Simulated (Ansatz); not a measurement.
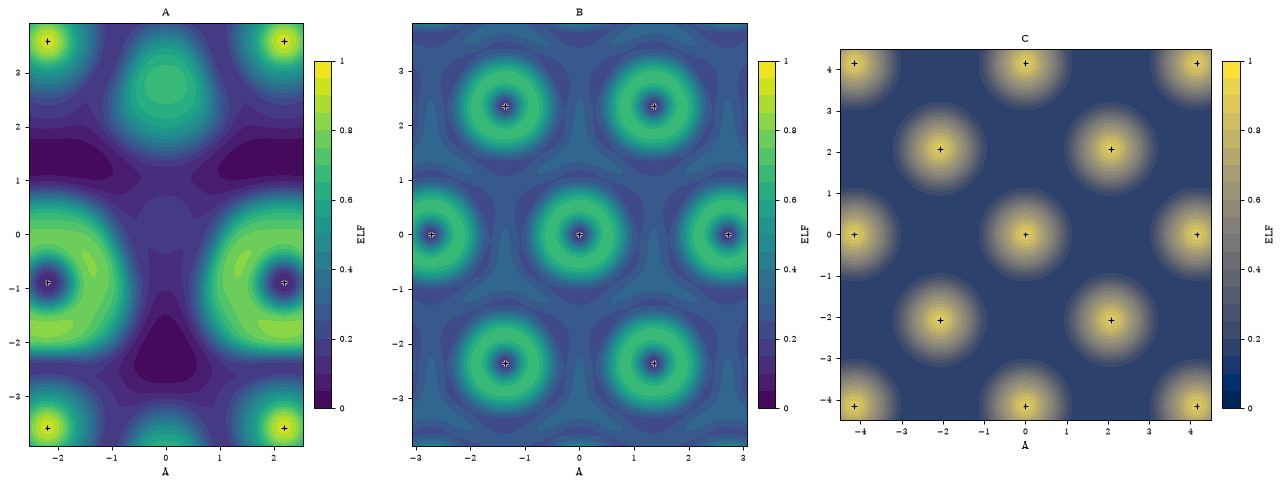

The ELF of 3 systems, each on a plane through atoms (crosses mark nuclei in the plane).

All numbers below come from Ansatz 0.2.0, DFT PBE, scalar-relativistic, plane waves, PAW.

System 1: Ru, the (001) plane of the conventional cell. Space group P6₃/mmc; a structure from a database of computed crystals, not necessarily the ambient phase; computed without spin polarisation.

```
CELL_PARAMETERS angstrom
2.72000 0.00000 0.00000
-1.36000 2.35559 0.00000
0.00000 0.00000 4.29677
ATOMIC_POSITIONS crystal
Ru 0.33333 0.66667 0.25000
Ru 0.66667 0.33333 0.75000
```

System 2: CdSe, the (100) plane of the conventional cell. Space group P6₃mc; a structure from a database of computed crystals, not necessarily the ambient phase.

System 3: Ag, the (010) plane of the conventional cell. Space group Fm-3m; a structure from a database of computed crystals, not necessarily the ambient phase; computed without spin polarisation.

```
Ag
1.0
     4.14750    0.00000    0.00000
     0.00000    4.14750    0.00000
     0.00000    0.00000    4.14750
Ag
4
Cartesian
  0.0000 0.0000 0.0000
  2.0737 2.0737 0.0000
  2.0737 0.0000 2.0737
  0.0000 2.0737 2.0737
```

> Match each panel to its system.

Panel A is system 2, CdSe: the plane holds Cd and Se. Cd–Se (2.69 Å): the ELF is about 0.40 at the midpoint and 0.15 at its lowest between the atoms. Panel B is system 1, Ru: the plane holds Ru. Ru–Ru (2.72 Å): the ELF is about 0.30 at the midpoint. Panel C is system 3, Ag: the plane holds Ag. Ag–Ag (2.93 Å): the ELF is about 0.15 at the midpoint; no shared electron pair shows on this line.
